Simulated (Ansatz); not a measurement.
## Single-point calculation, with input and output: WS$_{2}$ (part 2 of 3)

The same run, continued: WS$_{2}$ (P-3m1, 3 atoms in the cell); DFT r2SCAN, scalar-relativistic, plane waves, PAW, spin-polarised (Ansatz 0.2.0); cutoff 500 eV, 6×6×4 k-mesh, Gaussian smearing of 0.05 eV, collinear spins. The structure was built on a prototype by a generator; it need not be a known phase. It belongs to a series of runs on one base structure; here: natural orbitals of the symmetric run, filled by rank.

Geometry of the input (Å; fractional positions):
```
3.5782  0.0000  0.0000
-1.7891  3.0988  0.0000
0.0000  0.0000  5.7724
W  0.0000  0.0000  0.0000
S  0.3333  0.6667  0.2520
S  0.6667  0.3333  0.7480
```

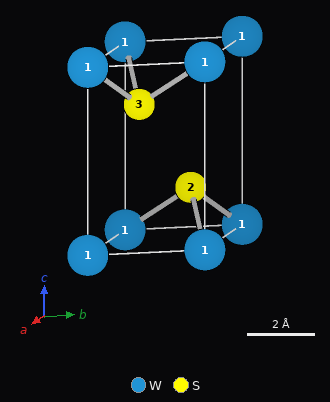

Figure 1. The input geometry (ball-and-stick view of the cell of the calculation, seen slightly off an axis; atoms are numbered from 1 in the order of the input).

### Log, continued
```
SCF iter   1: F=—  HF=-12197.987950 eV  |F-HF|=—  |Δ(HF+E_count)|=         —  Δρ=6.99e-2 (↑6.99e-2 ↓4.99e-2)  dr2=1.43e1  dr2_τ=1.69e-1  dr2_m=6.28e-1  M=2.000 μB ∫|m|=2.013 μB  β_m=0.30  ethr=3.10e-3  ⟨swp⟩=5.9  Hψ=9473  notcnv=0
preconditioner: auto → Resta (q_TF=auto, 2.348 Å⁻¹)  ε∞=3.2  [insulator: Δε(μ)=4.426 eV  Ē_g=13.231 eV  σ=0.050 eV  W_gap=1.00  n_scr=22 (ndim 8)  ℏωp=19.7 eV  f_vac=0.003  D(μ)=0.00/eV (n_scr^D=0)  ε∞_Penn≈3.2]
spin=Collinear: Resta preconditioning applied to the charge; magnetization (m = ρ↑ − ρ↓) channel mixes plain (no charge-response kernel on spin).
SCF iter   2: F=—  HF=-12195.162697 eV  |F-HF|=—  |Δ(HF+E_count)|=    2.83e0  Δρ=4.60e-2 (↑4.60e-2 ↓3.44e-2)  dr2=5.04e0  dr2_τ=3.58e-2  dr2_m=3.16e-1  M=2.000 μB ∫|m|=2.016 μB  β_m=0.30  ethr=3.10e-3  ⟨swp⟩=3.3  Hψ=4302  notcnv=0  defer=66  κ⁻¹=1.0e0(r=1)
SCF iter   3: F=—  HF=-12194.102787 eV  |F-HF|=—  |Δ(HF+E_count)|=    1.06e0  Δρ=2.11e-2 (↑1.98e-2 ↓2.11e-2)  dr2=2.90e-1  dr2_τ=4.84e-2  dr2_m=1.57e-1  M=2.000 μB ∫|m|=2.092 μB  β_m=1.00  ethr=3.10e-3  ⟨swp⟩=4.9  Hψ=5502  notcnv=0  defer=72  κ⁻¹=3.2e-3(r=2)
SCF iter   4: F=—  HF=-12194.461232 eV  |F-HF|=—  |Δ(HF+E_count)|=   3.58e-1  Δρ=8.01e-3 (↑8.01e-3 ↓6.98e-3)  dr2=2.42e-1  dr2_τ=2.61e-3  dr2_m=3.32e-3  M=2.000 μB ∫|m|=2.106 μB  β_m=0.30  ethr=1.12e-3  ⟨swp⟩=4.0  Hψ=4201  notcnv=0  defer=72  κ⁻¹=4.9e-4(r=3)
SCF iter   5: F=—  HF=-12194.415303 eV  |F-HF|=—  |Δ(HF+E_count)|=   4.59e-2  Δρ=2.72e-3 (↑2.72e-3 ↓2.71e-3)  dr2=7.35e-3  dr2_τ=2.02e-3  dr2_m=1.88e-3  M=2.000 μB ∫|m|=2.136 μB  β_m=1.00  ethr=9.30e-4  ⟨swp⟩=3.9  Hψ=3705  notcnv=0  defer=73  κ⁻¹=8.9e-5(r=4)
SCF iter   6: F=—  HF=-12194.424248 eV  |F-HF|=—  |Δ(HF+E_count)|=   8.95e-3  Δρ=8.98e-4 (↑8.98e-4 ↓8.92e-4)  dr2=3.18e-3  dr2_τ=9.85e-5  dr2_m=5.30e-5  M=2.000 μB ∫|m|=2.145 μB  β_m=0.30  ethr=2.83e-5  ⟨swp⟩=2.9  Hψ=3742  notcnv=0  defer=74  κ⁻¹=5.7e-6(r=5)
SCF iter   7: F=—  HF=-12194.425213 eV  |F-HF|=—  |Δ(HF+E_count)|=   9.65e-4  Δρ=4.02e-4 (↑4.02e-4 ↓2.96e-4)  dr2=2.08e-4  dr2_τ=2.70e-5  dr2_m=3.39e-5  M=2.000 μB ∫|m|=2.150 μB  β_m=1.00  ethr=1.22e-5  ⟨swp⟩=2.1  Hψ=2714  notcnv=0  defer=74  κ⁻¹=5.3e-7(r=6)
SCF iter   8: F=—  HF=-12194.426120 eV  |F-HF|=—  |Δ(HF+E_count)|=   9.07e-4  Δρ=9.86e-5 (↑4.83e-5 ↓9.86e-5)  dr2=1.11e-5  dr2_τ=8.91e-7  dr2_m=2.36e-6  M=2.000 μB ∫|m|=2.154 μB  β_m=1.00  ethr=8.01e-7  ⟨swp⟩=2.0  Hψ=2827  notcnv=0  defer=74  κ⁻¹=2.2e-8(r=7)
SCF iter   9: F=—  HF=-12194.426567 eV  |F-HF|=—  |Δ(HF+E_count)|=   4.48e-4  Δρ=4.79e-5 (↑4.79e-5 ↓3.57e-5)  dr2=1.41e-6  dr2_τ=2.06e-7  dr2_m=6.60e-7  M=2.000 μB ∫|m|=2.156 μB  β_m=1.20  ethr=4.26e-8  ⟨swp⟩=2.0  Hψ=2922  notcnv=0  defer=74
Mixer restart at iter 9: flushing history
spin-set hold released at iteration 9 (site moments contracting): the magnetisation degrees of freedom join the quasi-Newton model from the next iteration; the mixer history was flushed
SCF iter  10: F=—  HF=-12194.426786 eV  |F-HF|=—  |Δ(HF+E_count)|=   2.19e-4  Δρ=2.56e-5 (↑2.56e-5 ↓2.26e-5)  dr2=7.31e-7  dr2_τ=2.83e-8  dr2_m=8.27e-8  M=2.000 μB ∫|m|=2.157 μB  β_m=1.20  ethr=5.44e-9  ⟨swp⟩=2.7  Hψ=3155  notcnv=0  defer=74  κ⁻¹=1.0e0(r=1)
SCF iter  11: F=—  HF=-12194.426938 eV  |F-HF|=—  |Δ(HF+E_count)|=   1.53e-4  Δρ=1.71e-5 (↑1.71e-5 ↓1.54e-5)  dr2=3.83e-7  dr2_τ=5.12e-9  dr2_m=1.07e-8  M=2.000 μB ∫|m|=2.158 μB  β_m=1.20  ethr=2.81e-9  ⟨swp⟩=3.1  Hψ=3593  notcnv=0  defer=74  κ⁻¹=7.6e-2(r=2)
Mixer restart at iter 11: flushing history
SCF iter  12: F=-12173.229796 eV  HF=-12215.905032 eV  |F-HF|=4.27e1  |Δ(HF+E_count)|=         —  Δρ=9.14e-2 (↑8.64e-2 ↓9.14e-2)  dr2=4.85e1  dr2_τ=5.41e-1  dr2_m=1.80e-1  M=1.314 μB ∫|m|=1.764 μB  β_m=0.87  ethr=1.47e-9  ⟨swp⟩=8.8  Hψ=12435  notcnv=0  defer=43
SCF iter  13: F=-12209.626800 eV  HF=-12209.630161 eV  |F-HF|=3.36e-3  |Δ(HF+E_count)|=    6.27e0  Δρ=2.66e-2 (↑2.66e-2 ↓1.15e-2)  dr2=5.38e-1  dr2_τ=5.21e-1  dr2_m=7.46e-2  M=1.319 μB ∫|m|=1.487 μB  β_m=1.20  ethr=1.47e-9  ⟨swp⟩=7.8  Hψ=10405  notcnv=0  defer=60  κ⁻¹=1.0e0(r=1)
SCF iter  14: F=-12209.843549 eV  HF=-12209.875532 eV  |F-HF|=3.20e-2  |Δ(HF+E_count)|=   2.45e-1  Δρ=1.35e-2 (↑1.35e-2 ↓1.17e-2)  dr2=2.19e-1  dr2_τ=3.73e-3  dr2_m=3.36e-3  M=1.229 μB ∫|m|=1.344 μB  β_m=1.20  ethr=1.47e-9  ⟨swp⟩=6.2  Hψ=8826  notcnv=0  defer=53  κ⁻¹=5.0e-3(r=2)
SCF iter  15: F=-12209.868262 eV  HF=-12209.870290 eV  |F-HF|=2.03e-3  |Δ(HF+E_count)|=   5.24e-3  Δρ=7.66e-3 (↑7.47e-3 ↓7.66e-3)  dr2=8.47e-2  dr2_τ=7.64e-4  dr2_m=1.44e-4  M=1.199 μB ∫|m|=1.273 μB  β_m=1.20  ethr=1.47e-9  ⟨swp⟩=5.7  Hψ=7448  notcnv=0  defer=53  κ⁻¹=6.1e-4(r=3)
SCF iter  16: F=-12209.884136 eV  HF=-12209.880156 eV  |F-HF|=3.98e-3  |Δ(HF+E_count)|=   9.87e-3  Δρ=2.56e-3 (↑2.56e-3 ↓2.18e-3)  dr2=4.80e-3  dr2_τ=1.93e-4  dr2_m=1.19e-3  M=1.122 μB ∫|m|=1.172 μB  β_m=1.20  ethr=1.47e-9  ⟨swp⟩=5.7  Hψ=7247  notcnv=0  defer=53  κ⁻¹=5.1e-5(r=4)
SCF iter  17: F=-12209.889051 eV  HF=-12209.885557 eV  |F-HF|=3.49e-3  |Δ(HF+E_count)|=   5.40e-3  Δρ=3.57e-3 (↑3.57e-3 ↓2.09e-3)  dr2=6.12e-3  dr2_τ=3.78e-4  dr2_m=2.30e-3  M=1.026 μB ∫|m|=1.082 μB  β_m=1.20  ethr=1.47e-9  ⟨swp⟩=5.2  Hψ=5952  notcnv=0  defer=51  κ⁻¹=8.6e-6(r=5)
SCF iter  18: F=-12209.885186 eV  HF=-12209.883120 eV  |F-HF|=2.07e-3  |Δ(HF+E_count)|=   2.44e-3  Δρ=2.64e-3 (↑2.64e-3 ↓1.71e-3)  dr2=4.10e-3  dr2_τ=1.80e-4  dr2_m=1.01e-3  M=1.117 μB ∫|m|=1.173 μB  β_m=1.20  ethr=1.47e-9  ⟨swp⟩=4.7  Hψ=5242  notcnv=0  defer=51  κ⁻¹=1.9e-6(r=6)
SCF iter  19: F=-12209.879233 eV  HF=-12209.877387 eV  |F-HF|=1.85e-3  |Δ(HF+E_count)|=   5.73e-3  Δρ=3.21e-3 (↑3.21e-3 ↓2.11e-3)  dr2=3.92e-3  dr2_τ=4.62e-4  dr2_m=3.20e-3  M=1.216 μB ∫|m|=1.291 μB  β_m=1.20  ethr=1.47e-9  ⟨swp⟩=5.8  Hψ=6852  notcnv=0  defer=51  κ⁻¹=1.9e-6(r=7)
SCF iter  20: F=-12209.875636 eV  HF=-12209.870943 eV  |F-HF|=4.69e-3  |Δ(HF+E_count)|=   6.44e-3  Δρ=4.47e-3 (↑4.47e-3 ↓2.99e-3)  dr2=5.76e-3  dr2_τ=1.03e-3  dr2_m=6.92e-3  M=1.233 μB ∫|m|=1.323 μB  β_m=1.20  ethr=1.47e-9  ⟨swp⟩=5.5  Hψ=6335  notcnv=0  defer=48  κ⁻¹=6.7e-7(r=8)
SCF iter  21: F=-12209.878346 eV  HF=-12209.875334 eV  |F-HF|=3.01e-3  |Δ(HF+E_count)|=   4.39e-3  Δρ=3.57e-3 (↑3.57e-3 ↓2.43e-3)  dr2=3.94e-3  dr2_τ=6.59e-4  dr2_m=4.37e-3  M=1.223 μB ∫|m|=1.304 μB  β_m=1.20  ethr=1.47e-9  ⟨swp⟩=4.6  Hψ=5114  notcnv=0  defer=48  κ⁻¹=2.8e-5(r=8)
SCF iter  22: F=-12209.885241 eV  HF=-12209.884122 eV  |F-HF|=1.12e-3  |Δ(HF+E_count)|=   8.79e-3  Δρ=1.59e-3 (↑1.59e-3 ↓1.27e-3)  dr2=7.37e-4  dr2_τ=1.33e-4  dr2_m=9.38e-4  M=1.150 μB ∫|m|=1.208 μB  β_m=1.20  ethr=1.47e-9  ⟨swp⟩=5.8  Hψ=6933  notcnv=0  defer=49  κ⁻¹=5.8e-5(r=8)
SCF iter  23: F=-12209.893097 eV  HF=-12209.889490 eV  |F-HF|=3.61e-3  |Δ(HF+E_count)|=   5.37e-3  Δρ=3.26e-3 (↑3.26e-3 ↓2.19e-3)  dr2=2.54e-3  dr2_τ=5.24e-4  dr2_m=3.80e-3  M=1.000 μB ∫|m|=1.055 μB  β_m=1.20  ethr=1.47e-9  ⟨swp⟩=5.5  Hψ=6469  notcnv=0  defer=49  κ⁻¹=5.5e-5(r=8)
SCF iter  24: F=-12209.904455 eV  HF=-12209.898553 eV  |F-HF|=5.90e-3  |Δ(HF+E_count)|=   9.06e-3  Δρ=4.56e-3 (↑4.56e-3 ↓2.89e-3)  dr2=5.07e-3  dr2_τ=1.02e-3  dr2_m=7.04e-3  M=0.864 μB ∫|m|=0.917 μB  β_m=1.20  ethr=1.47e-9  ⟨swp⟩=5.5  Hψ=6295  notcnv=0  defer=49  κ⁻¹=3.7e-4(r=8)
SCF iter  25: F=-12209.917555 eV  HF=-12209.908406 eV  |F-HF|=9.15e-3  |Δ(HF+E_count)|=   9.85e-3  Δρ=5.57e-3 (↑5.57e-3 ↓3.59e-3)  dr2=6.95e-3  dr2_τ=1.56e-3  dr2_m=1.07e-2  M=0.742 μB ∫|m|=0.791 μB  β_m=1.20  ethr=1.47e-9  ⟨swp⟩=5.4  Hψ=6191  notcnv=0  defer=52  κ⁻¹=3.0e-4(r=8)
SCF iter  26: F=-12209.917626 eV  HF=-12209.908447 eV  |F-HF|=9.18e-3  |Δ(HF+E_count)|=   4.11e-5  Δρ=5.58e-3 (↑5.58e-3 ↓3.60e-3)  dr2=6.95e-3  dr2_τ=1.56e-3  dr2_m=1.07e-2  M=0.741 μB ∫|m|=0.791 μB  β_m=1.20  ethr=1.47e-9  ⟨swp⟩=1.3  Hψ=1811  notcnv=0  defer=53  κ⁻¹=1.8e-7(r=8)
SCF iter  27: F=-12209.907833 eV  HF=-12209.901502 eV  |F-HF|=6.33e-3  |Δ(HF+E_count)|=   6.94e-3  Δρ=4.87e-3 (↑4.87e-3 ↓3.04e-3)  dr2=6.19e-3  dr2_τ=1.14e-3  dr2_m=7.86e-3  M=0.825 μB ∫|m|=0.877 μB  β_m=1.20  ethr=1.47e-9  ⟨swp⟩=5.0  Hψ=5595  notcnv=0  defer=53  κ⁻¹=1.3e-7(r=8)
SCF iter  28: F=-12209.915870 eV  HF=-12209.907496 eV  |F-HF|=8.37e-3  |Δ(HF+E_count)|=   5.99e-3  Δρ=5.48e-3 (↑5.48e-3 ↓3.41e-3)  dr2=7.48e-3  dr2_τ=1.43e-3  dr2_m=9.89e-3  M=0.751 μB ∫|m|=0.800 μB  β_m=1.20  ethr=1.47e-9  ⟨swp⟩=4.6  Hψ=5086  notcnv=0  defer=54  κ⁻¹=2.0e-7(r=8)
SCF iter  29: F=-12209.908728 eV  HF=-12209.902143 eV  |F-HF|=6.58e-3  |Δ(HF+E_count)|=   5.35e-3  Δρ=4.85e-3 (↑4.85e-3 ↓3.06e-3)  dr2=5.76e-3  dr2_τ=1.14e-3  dr2_m=7.92e-3  M=0.820 μB ∫|m|=0.871 μB  β_m=1.20  ethr=1.47e-9  ⟨swp⟩=4.5  Hψ=5039  notcnv=0  defer=54  κ⁻¹=2.8e-7(r=8)
SCF iter  30: F=-12209.884996 eV  HF=-12209.883683 eV  |F-HF|=1.31e-3  |Δ(HF+E_count)|=   1.85e-2  Δρ=1.75e-3 (↑1.75e-3 ↓1.38e-3)  dr2=4.93e-4  dr2_τ=1.81e-4  dr2_m=1.29e-3  M=1.164 μB ∫|m|=1.223 μB  β_m=1.20  ethr=1.47e-9  ⟨swp⟩=5.8  Hψ=7299  notcnv=0  defer=54  κ⁻¹=1.6e-7(r=8)
SCF iter  31: F=-12209.879702 eV  HF=-12209.876429 eV  |F-HF|=3.27e-3  |Δ(HF+E_count)|=   7.25e-3  Δρ=3.35e-3 (↑3.35e-3 ↓2.48e-3)  dr2=2.97e-3  dr2_τ=6.09e-4  dr2_m=4.08e-3  M=1.222 μB ∫|m|=1.301 μB  β_m=1.20  ethr=1.47e-9  ⟨swp⟩=5.6  Hψ=6898  notcnv=0  defer=50  κ⁻¹=1.5e-7(r=8)
SCF iter  32: F=-12209.879882 eV  HF=-12209.876810 eV  |F-HF|=3.07e-3  |Δ(HF+E_count)|=   3.81e-4  Δρ=3.23e-3 (↑3.23e-3 ↓2.39e-3)  dr2=2.73e-3  dr2_τ=5.67e-4  dr2_m=3.82e-3  M=1.221 μB ∫|m|=1.299 μB  β_m=1.20  ethr=1.47e-9  ⟨swp⟩=3.3  Hψ=4040  notcnv=0  defer=49  κ⁻¹=3.2e-7(r=8)
SCF iter  33: F=-12209.881003 eV  HF=-12209.878616 eV  |F-HF|=2.39e-3  |Δ(HF+E_count)|=   1.81e-3  Δρ=2.77e-3 (↑2.77e-3 ↓2.10e-3)  dr2=2.00e-3  dr2_τ=4.23e-4  dr2_m=2.85e-3  M=1.213 μB ∫|m|=1.287 μB  β_m=1.20  ethr=1.47e-9  ⟨swp⟩=4.1  Hψ=4797  notcnv=0  defer=49  κ⁻¹=2.1e-7(r=8)
SCF iter  34: F=-12209.889148 eV  HF=-12209.887202 eV  |F-HF|=1.95e-3  |Δ(HF+E_count)|=   8.59e-3  Δρ=2.15e-3 (↑2.15e-3 ↓1.55e-3)  dr2=6.75e-4  dr2_τ=2.48e-4  dr2_m=1.87e-3  M=1.073 μB ∫|m|=1.127 μB  β_m=1.20  ethr=1.47e-9  ⟨swp⟩=5.6  Hψ=6811  notcnv=0  defer=49  κ⁻¹=2.5e-5(r=8)
SCF iter  35: F=-12209.889437 eV  HF=-12209.887341 eV  |F-HF|=2.10e-3  |Δ(HF+E_count)|=   1.39e-4  Δρ=2.23e-3 (↑2.23e-3 ↓1.61e-3)  dr2=7.22e-4  dr2_τ=2.67e-4  dr2_m=2.00e-3  M=1.068 μB ∫|m|=1.122 μB  β_m=1.20  ethr=1.47e-9  ⟨swp⟩=3.1  Hψ=4126  notcnv=0  defer=49  κ⁻¹=1.6e-5(r=8)
SCF iter  36: F=-12209.886743 eV  HF=-12209.885544 eV  |F-HF|=1.20e-3  |Δ(HF+E_count)|=   1.80e-3  Δρ=1.68e-3 (↑1.68e-3 ↓1.31e-3)  dr2=6.14e-4  dr2_τ=1.50e-4  dr2_m=1.10e-3  M=1.120 μB ∫|m|=1.175 μB  β_m=1.20  ethr=1.47e-9  ⟨swp⟩=4.3  Hψ=5001  notcnv=0  defer=49  κ⁻¹=1.7e-5(r=8)
SCF iter  37: F=-12209.886400 eV  HF=-12209.885284 eV  |F-HF|=1.12e-3  |Δ(HF+E_count)|=   2.60e-4  Δρ=1.57e-3 (↑1.57e-3 ↓1.31e-3)  dr2=5.95e-4  dr2_τ=1.34e-4  dr2_m=9.95e-4  M=1.125 μB ∫|m|=1.180 μB  β_m=1.20  ethr=1.47e-9  ⟨swp⟩=3.7  Hψ=4259  notcnv=0  defer=49  κ⁻¹=1.8e-5(r=8)
SCF iter  38: F=-12209.894954 eV  HF=-12209.890670 eV  |F-HF|=4.28e-3  |Δ(HF+E_count)|=   5.39e-3  Δρ=3.50e-3 (↑3.50e-3 ↓2.41e-3)  dr2=2.79e-3  dr2_τ=6.09e-4  dr2_m=4.48e-3  M=0.977 μB ∫|m|=1.031 μB  β_m=1.20  ethr=1.47e-9  ⟨swp⟩=5.5  Hψ=6143  notcnv=0  defer=49  κ⁻¹=3.4e-5(r=8)
SCF iter  39: F=-12209.887556 eV  HF=-12209.886287 eV  |F-HF|=1.27e-3  |Δ(HF+E_count)|=   4.38e-3  Δρ=2.00e-3 (↑2.00e-3 ↓1.33e-3)  dr2=9.59e-4  dr2_τ=1.95e-4  dr2_m=1.38e-3  M=1.106 μB ∫|m|=1.160 μB  β_m=1.20  ethr=1.47e-9  ⟨swp⟩=4.7  Hψ=5426  notcnv=0  defer=49  κ⁻¹=3.1e-5(r=8)
SCF iter  40: F=-12209.885938 eV  HF=-12209.885027 eV  |F-HF|=9.10e-4  |Δ(HF+E_count)|=   1.26e-3  Δρ=1.72e-3 (↑1.72e-3 ↓1.15e-3)  dr2=6.86e-4  dr2_τ=1.48e-4  dr2_m=1.04e-3  M=1.147 μB ∫|m|=1.202 μB  β_m=1.20  ethr=1.47e-9  ⟨swp⟩=4.1  Hψ=4945  notcnv=0  defer=49  κ⁻¹=2.0e-5(r=8)
SCF iter  41: F=-12209.892076 eV  HF=-12209.888922 eV  |F-HF|=3.15e-3  |Δ(HF+E_count)|=   3.89e-3  Δρ=3.11e-3 (↑3.11e-3 ↓2.11e-3)  dr2=2.39e-3  dr2_τ=4.81e-4  dr2_m=3.55e-3  M=1.021 μB ∫|m|=1.074 μB  β_m=1.20  ethr=1.47e-9  ⟨swp⟩=5.6  Hψ=6264  notcnv=0  defer=51  κ⁻¹=1.7e-5(r=8)
SCF iter  42: F=-12209.887175 eV  HF=-12209.886045 eV  |F-HF|=1.13e-3  |Δ(HF+E_count)|=   2.88e-3  Δρ=1.88e-3 (↑1.88e-3 ↓1.31e-3)  dr2=9.08e-4  dr2_τ=1.80e-4  dr2_m=1.32e-3  M=1.114 μB ∫|m|=1.166 μB  β_m=1.20  ethr=1.47e-9  ⟨swp⟩=4.5  Hψ=5160  notcnv=0  defer=52  κ⁻¹=4.0e-5(r=8)
SCF iter  43: F=-12209.884468 eV  HF=-12209.883062 eV  |F-HF|=1.41e-3  |Δ(HF+E_count)|=   2.98e-3  Δρ=1.83e-3 (↑1.83e-3 ↓1.45e-3)  dr2=6.38e-4  dr2_τ=1.93e-4  dr2_m=1.43e-3  M=1.169 μB ∫|m|=1.230 μB  ethr=1.47e-9  ⟨swp⟩=6.5  Hψ=11195  notcnv=0
Mixer restart at iter 43: flushing history
iteration 43: the SCF's residuals had fallen too slowly under its mixing. It goes on by minimising its free energy, and can end on another state than longer mixing would; under `scf.algorithm: density_mixing` no SCF does so, but by `scf.convergence.dm_fallback`
SCF iter  44: F=-12209.983651 eV  HF=-12209.983685 eV  |F-HF|=3.38e-5  |Δ(HF+E_count)|=   1.01e-1  Δρ=2.23e-3 (↑2.15e-3 ↓2.23e-3)  dr2=5.28e-3  dr2_τ=2.91e-4  dr2_m=2.18e-3  M=0.075 μB ∫|m|=0.173 μB  ethr=1.47e-9  ⟨swp⟩=4.9  Hψ=16422  notcnv=0
SCF iter  45: F=-12209.989238 eV  HF=-12209.989529 eV  |F-HF|=2.92e-4  |Δ(HF+E_count)|=   5.84e-3  Δρ=3.88e-4 (↑2.82e-4 ↓3.88e-4)  dr2=4.27e-4  dr2_τ=7.56e-6  dr2_m=1.48e-5  M=0.057 μB ∫|m|=0.121 μB  ethr=1.47e-9  ⟨swp⟩=5.3  Hψ=11154  notcnv=0
SCF iter  46: F=-12209.989453 eV  HF=-12209.989450 eV  |F-HF|=2.60e-6  |Δ(HF+E_count)|=   7.89e-5  Δρ=5.90e-5 (↑4.81e-5 ↓5.90e-5)  dr2=1.28e-6  dr2_τ=1.18e-7  dr2_m=1.40e-6  M=0.057 μB ∫|m|=0.119 μB  ethr=1.47e-9  ⟨swp⟩=3.8  Hψ=9232  notcnv=0
SCF iter  47: F=-12209.989458 eV  HF=-12209.989458 eV  |F-HF|=1.56e-8  |Δ(HF+E_count)|=   7.35e-6  Δρ=1.04e-5 (↑9.42e-6 ↓1.04e-5)  dr2=8.93e-8  dr2_τ=1.14e-8  dr2_m=3.26e-8  M=0.057 μB ∫|m|=0.120 μB  ethr=3.85e-10  ⟨swp⟩=8.7  Hψ=13206  notcnv=0
SCF iter  48: F=-12209.989458 eV  HF=-12209.989458 eV  |F-HF|=9.04e-9  |Δ(HF+E_count)|=   1.68e-7  Δρ=2.38e-6 (↑2.38e-6 ↓1.76e-6)  dr2=1.34e-8  dr2_τ=2.97e-10  dr2_m=7.57e-10  M=0.057 μB ∫|m|=0.120 μB  ethr=3.43e-10  ⟨swp⟩=7.2  Hψ=11091  notcnv=0
SCF iter  49: F=-12209.989458 eV  HF=-12209.989458 eV  |F-HF|=2.30e-9  |Δ(HF+E_count)|=  6.35e-10  Δρ=9.91e-7 (↑9.91e-7 ↓9.43e-7)  dr2=3.05e-9  dr2_τ=8.59e-11  dr2_m=2.07e-10  M=0.058 μB ∫|m|=0.120 μB  ethr=5.14e-11  ⟨swp⟩=6.0  Hψ=9716  notcnv=0
```
